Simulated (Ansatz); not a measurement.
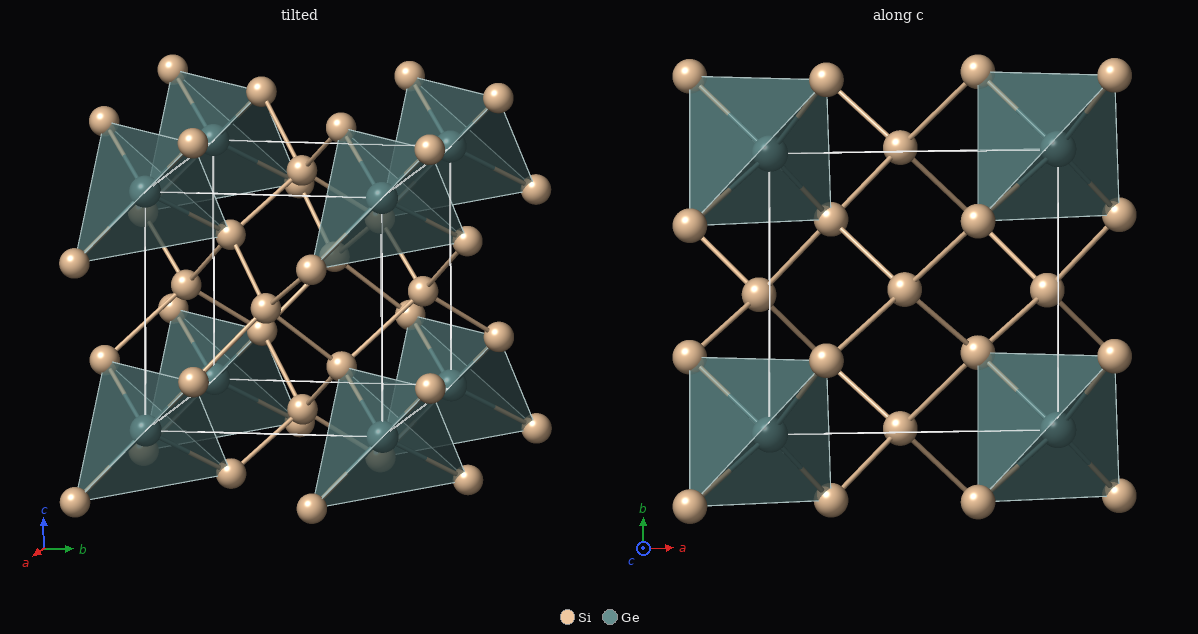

Structure drawing (polyhedral), viewed slightly off an axis and along the c axis. The edges of the unit cell are marked. A few atoms beyond the faces are included.

- The structure is one of Si₇Ge.
- The atoms as placed leave only P1.
- Counting shared atoms by their share gives 7 Si, 1 Ge, or 8 atoms.

Its origin is a structure listed in the Materials Project. The cell was then strained or its atoms displaced on purpose. Ansatz was used for an electronic-structure calculation on it.

At this level of theory the run's own cell isn't at rest (compressed, at 10 GPa and forces up to 3.4 eV/Å), so its distances can differ from those at equilibrium, the more so the softer the solid.
